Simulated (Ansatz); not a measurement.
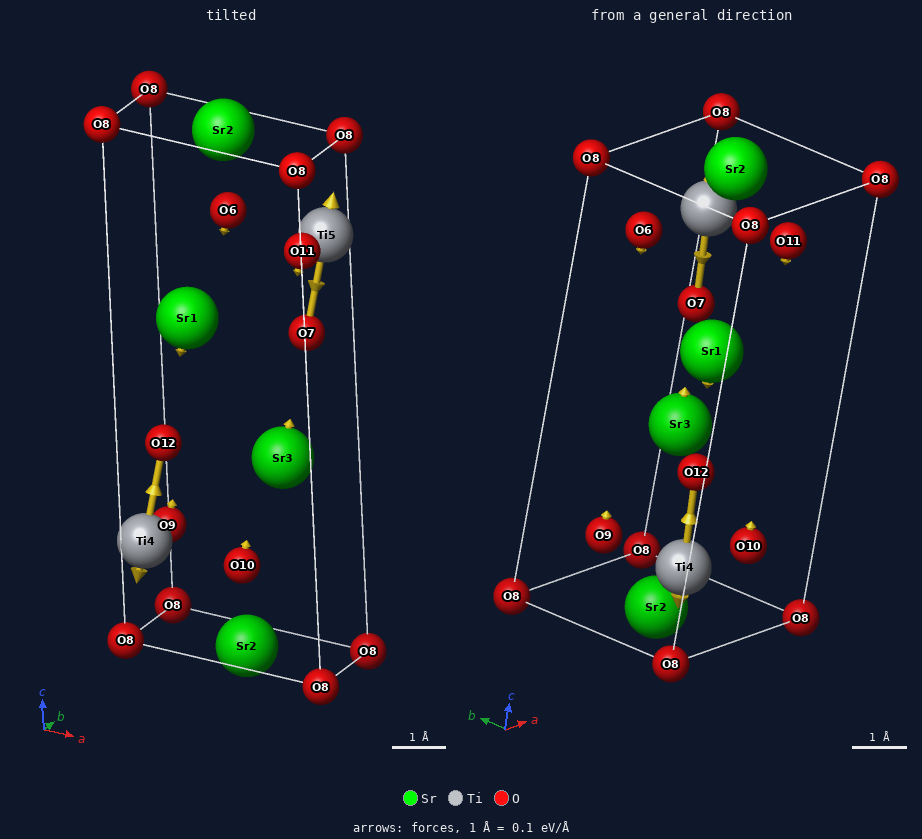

A spheres-only rendering, viewed slightly off an axis and from a general direction. One cell (the run's own, in a reduced setting) is framed, with atoms on its boundary repeated. The arrows are the computed forces on the atoms.

System: Sr₃Ti₂O₇. The calculation used DFT, PBE0, plane waves, PAW (Ansatz 0.2.0), with a basis cut at 420 eV, k-points about 0.38 Å⁻¹ apart, no spin polarisation.

Question: Could this be the end point of a relaxation?

Answer: No. The atoms still feel forces of up to about 0.25 eV/Å, far above a usual threshold of 0.01 to 0.03 eV/Å.

Question: Name the atom under the greatest force.

Answer: O7 and O12, about 0.25 eV/Å.

Starting structure: a structure listed in the Materials Project. Earlier steps of the study, as a rule a relaxation of our own, may have changed the cell and positions, so they can lie some per cent off the listed ones. Ansatz was used for an electronic-structure calculation on it.
